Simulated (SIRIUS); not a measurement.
## Si: 7 runs along one coordinate

System: Si (1 atom in the cell).
Method: Kohn-Sham DFT of a periodic cell, PBEsol, dojo-sr-pbesol-0.4.1-standard, no spin polarisation (SIRIUS 7.10.0).

The 7 runs differ only in the geometry, by an even scaling of the cell at fixed fractional positions. The structure derives from a Materials Project entry.

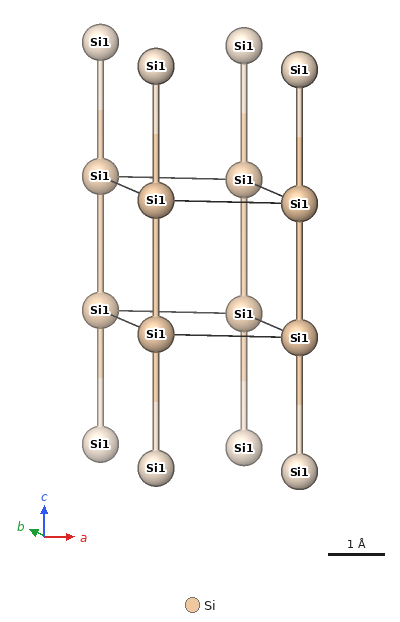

Figure 1. The structure of run 4 (ball-and-stick view of the cell of the calculation, seen slightly off an axis; neighbours outside the cell are drawn fainter; atoms are numbered from 1 in the order of the input). An atom can appear more than once, as a periodic image.

### Input of run 4
```
{
  "control": {
    "processing_unit": "cpu",
    "verbosity": 2,
    "num_bands_to_print": 8,
    "print_forces": true,
    "print_stress": true
  },
  "parameters": {
    "electronic_structure_method": "pseudopotential",
    "xc_functionals": ["XC_GGA_X_PBE_SOL", "XC_GGA_C_PBE_SOL"],
    "gk_cutoff": 6.0,
    "pw_cutoff": 12.0,
    "ngridk": [12, 12, 11],
    "shiftk": [0, 0, 0],
    "smearing": "fermi_dirac",
    "smearing_width": 0.0018374661,
    "num_bands": 8,
    "num_mag_dims": 0,
    "num_dft_iter": 100,
    "energy_tol": 1e-08,
    "density_tol": 1e-06
  },
  "iterative_solver": {
    "type": "davidson",
    "min_tolerance": 1e-09,
    "tolerance_scale": [0.1, 0.25]
  },
  "mixer": {
    "type": "anderson",
    "beta": 0.7,
    "max_history": 8
  },
  "settings": {
    "tol_ne": 1e-10,
    "pseudo_grid_cutoff": 6.5
  },
  "unit_cell": {
    "lattice_vectors": [
      [4.952108218017, 0.0, 0.0],
      [-2.476054109103, 4.288651519077, 0.0],
      [0.0, 0.0, 4.660734323368]
    ],
    "atom_coordinate_units": "lattice",
    "atom_types": ["Si"],
    "atom_files": {
      "Si": "Si.json"
    },
    "atoms": {
      "Si": [
        [0.0, 0.0, 0.0]
      ]
    }
  }
}
```

Command:
```bash
upf_to_json Si.upf
OMP_NUM_THREADS=1 sirius.scf --input=sirius.json --output=out.json --task=0
```

Run 5 has the same physical settings and fractional positions; its lattice vectors (Å) are:
```
   2.637898    0.000000    0.000000
  -1.318949    2.284487    0.000000
   0.000000    0.000000    2.482688
```

### Results, with one run withheld

| run | volume per atom (Å³) | free energy per atom, from the lowest run given (meV) | pressure (GPa) |
| --- | --- | --- | --- |
| 1 | 13.788 | 24.54 | 8.88 |
| 2 | 14.081 | 11.14 | 5.76 |
| 3 | 14.375 | 3.13 | 2.96 |
| 4 | 14.668 | 0.00 | 0.45 |
| 5 | 14.961 | ? | ? |
| 6 | 15.255 | 6.33 | −3.82 |
| 7 | 15.548 | 14.93 | −5.61 |

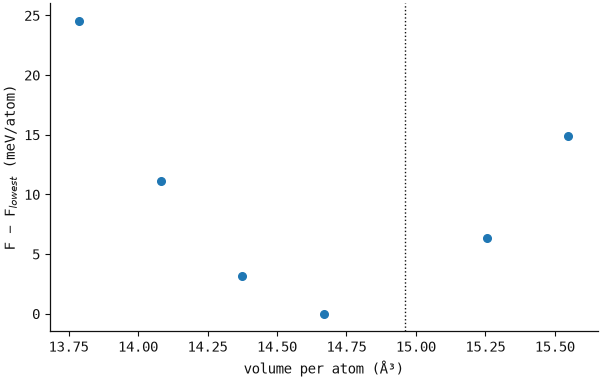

Figure 2. Free energy per atom of the runs given; the dotted line marks run 5.

What should run 5 give?

A cubic polynomial in V^(−2/3) (the Birch–Murnaghan form), fitted to the 6 runs given, misses them by under 0.01 meV per atom. With x = V^(−2/3) − 0.16742 Å⁻², it reads F = 0.33576 + 863.2 x + 4.3694e+05 x² + 6.4786e+05 x³ (meV per atom). At run 5 it gives 1.21 meV per atom, and the run itself gives 1.21. The slope of the fit gives a pressure −dF/dV of −1.76 GPa there, and the run prints −1.81 GPa. The fit has its minimum at 14.728 Å³ per atom, where V d²F/dV² gives 117 GPa. Cell shape and fractional positions are held, so this is the stiffness under even scaling; the relaxed bulk modulus wasn't computed.

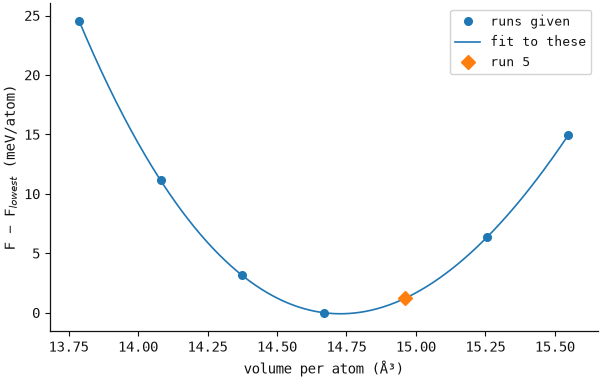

Figure 3. The fit and the withheld run.

### Some lines of the output (run 5)
```
[...]
[find] Total energy                   :      -4.22438197 (Ha),      -8.44876395 (Ry)
[find] Free energy (E-TS)             :      -4.22450041 (Ha),      -8.44900082 (Ry)
[find] Efermi                         :       0.36348044
[find] Total energy                   :      -4.22438204 (Ha),      -8.44876407 (Ry)
[find] Free energy (E-TS)             :      -4.22450047 (Ha),      -8.44900094 (Ry)
[find] Efermi                         :       0.36348339
[find] Total energy                   :      -4.22438205 (Ha),      -8.44876409 (Ry)
[find] Free energy (E-TS)             :      -4.22450048 (Ha),      -8.44900096 (Ry)
[find] Efermi                         :       0.36348497
[find] Total energy                   :      -4.22438205 (Ha),      -8.44876410 (Ry)
[find] Free energy (E-TS)             :      -4.22450048 (Ha),      -8.44900097 (Ry)
[find] Efermi                         :       0.36348490
[find] Efermi                         :       0.36348498
[find] Efermi                         :       0.36348496
```
